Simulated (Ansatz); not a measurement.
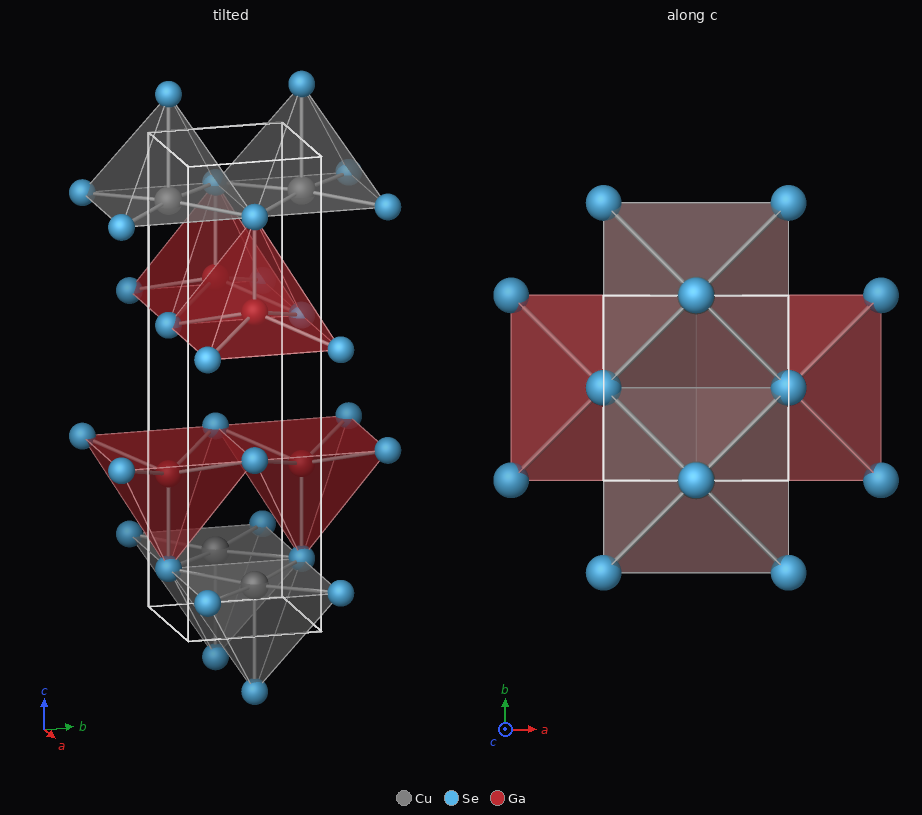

The figure gives a polyhedral picture of the atoms, viewed slightly off an axis and along the c axis. The conventional unit cell is outlined; an atom on or near a face, edge or corner is repeated at each equivalent position. Some atoms of the next cells are drawn as well.

GaCuSe₂, space group P4/nmm (No. 129), a = 3.551 Å, b = 3.551 Å, c = 12.571 Å, α = 90.00°, β = 90.00°, γ = 90.00°. It derives from a structure type filled with these elements by a generator (whether the compound takes this form wasn't checked). Earlier steps of the study, as a rule a relaxation of our own, may have changed the cell and positions, so they can lie some per cent off the listed ones. It went into a calculation with Ansatz.

This one geometry was computed with Ansatz (DFT, plane waves, PAW) at three levels of theory: r2SCAN, PBE with spin-orbit coupling and PBE. It was relaxed beforehand with r2SCAN.

Q: Which level gives the highest pressure at this volume, and what does that say about its equilibrium volume?

A: Highest: PBE with spin-orbit coupling (2.1 GPa) and PBE (2.1 GPa), which points to the largest equilibrium volume. Lowest, with the smallest volume: r2SCAN (-0.1 GPa). Levels within 0.5 GPa of each other can't be told apart.

Q: How does the band gap change with the level of theory?

A: All levels give a metal.

Q: Collect the results in a table.

A:
| level | cutoff (eV) | k-mesh of the run's cell | gap (eV) | pressure (GPa) |
| --- | --- | --- | --- | --- |
| r2SCAN | 500 | 8×8×2 | metal | -0.1 |
| PBE with spin-orbit coupling | 420 | 8×8×2 | metal | 2.1 |
| PBE | 420 | 8×8×2 | metal | 2.1 |

Gaps are taken on the k-mesh or band path of each run.
